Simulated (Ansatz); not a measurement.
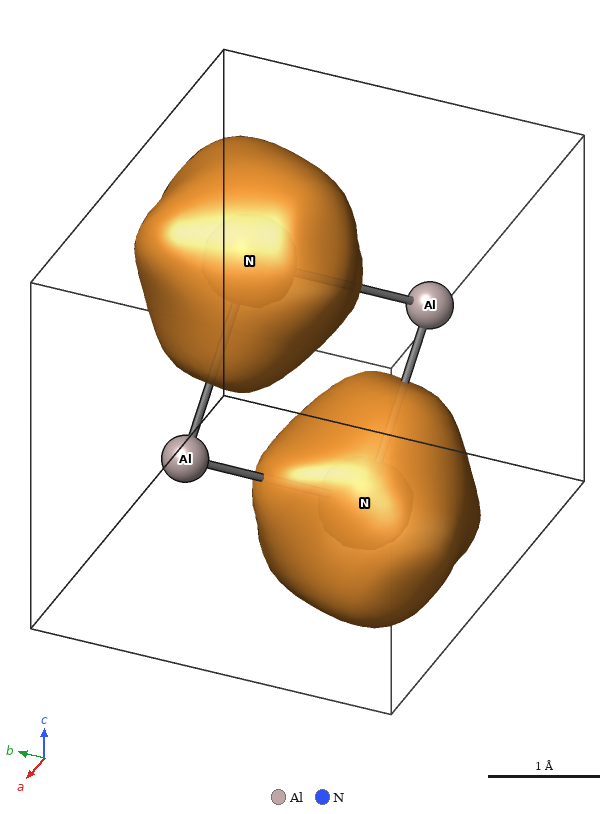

The picture shows: AlN. Isosurface of the electron localisation function at 0.65 (orange), seen at an oblique angle. Only the valence region is drawn (cores and ρ < 0.01 e/Å³ removed). Sticks mark near contacts.

Space group P2₁/m; started from the h-MgO (five-fold) prototype, which need not be the ambient phase; changed on purpose from its base cell (shear xy strain +5.3%).

Theory: DFT, HSE06, plane waves, PAW in Ansatz.

In a PAW calculation such maps are meaningful between the atoms, not at the nuclei.

The calculation's input:

```
crystal:
  lattice:
    - [3.2923467877, 0.0865887205, 0.0]
    - [-1.5711853622, 2.807961596, 0.0]
    - [0.0, 0.0, 4.1369586102]
  atoms:
    - { symbol: Al, position: [0.3287964653, 0.666896624, 0.25] }
    - { symbol: Al, position: [0.6712035347, 0.333103376, 0.75] }
    - { symbol: "N", position: [0.6745721397, 0.3325930955, 0.25] }
    - { symbol: "N", position: [0.3254278603, 0.6674069045, 0.75] }
kpoints:
  mp_grid: { grid: [6, 6, 4] }
  band_path:
    path:
      - [0.0, 0.0, 0.0]
      - [0.5, 0.0, 0.0]
      - [0.3333333333, 0.3333333333, 0.0]
      - [0.0, 0.0, 0.5]
      - [0.5, 0.0, 0.5]
      - [0.3333333333, 0.3333333333, 0.5]
    npoints: 1
hamiltonian:
  xc: hse06
scf:
  occupations: { method: fixed }
  n_extra_bands: 5
output:
  forces: true
  stress: true
  eigenvalues: true
  write_density: true
  write_potential: true
  elf: true
  volumetric_format: npy
```

Command:

```sh
ansatz run input.yaml --threads 4 --pin off --max-ram 3686MiB --backend cpu --events-out ev --progress --plain --runs-dir out
```

Below, planes, directions and counts refer to the conventional cell (a = 3.22 Å, b = 4.14 Å, c = 3.29 Å, α = 90.00°, β = 117.72°, γ = 90.00°).

Q: What do the ELF domains correspond to?

A: The ELF exceeds this value in two regions on N in which the atom's valence shell and bonds are merged, counted in one cell of 4 atoms. Regions shared between cells count once. Along the contacts the grid gives the following. Al–N (1.90 Å): the ELF peaks at about 0.90 in the valence shell of N, 0.8 Å from its nucleus, and is about 0.85 at the midpoint. Al–N (2.07 Å): the ELF peaks at about 0.85 in the valence shell of N, 0.8 Å from its nucleus, and is about 0.75 at the midpoint.
